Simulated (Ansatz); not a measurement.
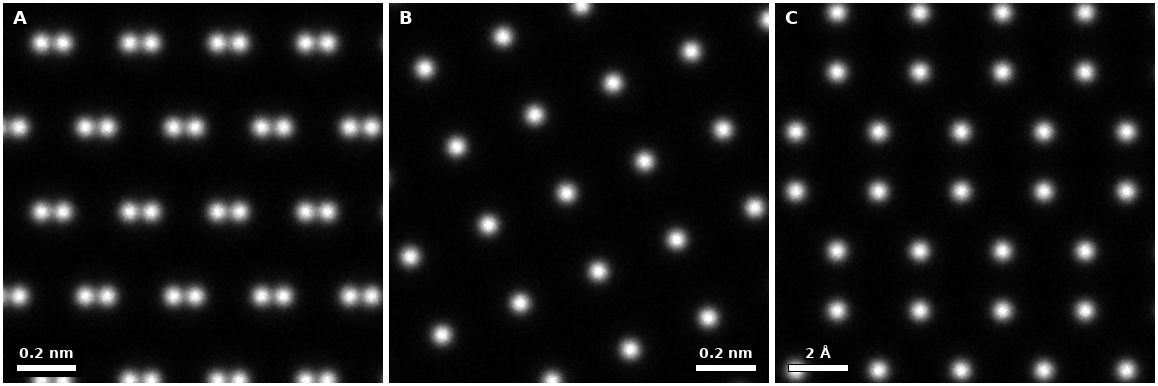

Three views of Mg (I4_1/amd, No. 141) along different zone axes. Simulated incoherent Z contrast: every atom adds Z^1.7 spread by a probe of 0.52 Å full width; channelling and multiple scattering are left out. The probe carries 25 % of its weight in a tail 2.5 times as wide. Shot noise was added. Model: the geometry relaxed with DFT PBEsol, scalar-relativistic, plane waves, PAW in Ansatz; the starting structure was generated, so it need not be a known form of this composition.

```xyz
4
Lattice="5.7755 0.0000 0.0000 0.0000 5.7755 0.0000 0.0000 0.0000 3.0143" Properties=species:S:1:pos:R:3 pbc="T T T"
Mg    0.0000    0.0000    0.0000
Mg    0.0000    2.8877    0.7536
Mg    2.8877    2.8877    1.5072
Mg    2.8877    0.0000    2.2608
```

Match the panels to the zone axes [001], [100] and [111].

A is [100]: projected cell 3.01 × 3.26 Å, 118°, plane group c2mm. B is [001]: projected cell 2.89 × 2.89 Å, 90°, plane group p4mm. C is [111]: projected cell 2.83 × 4.32 Å, 109°, plane group c2mm.
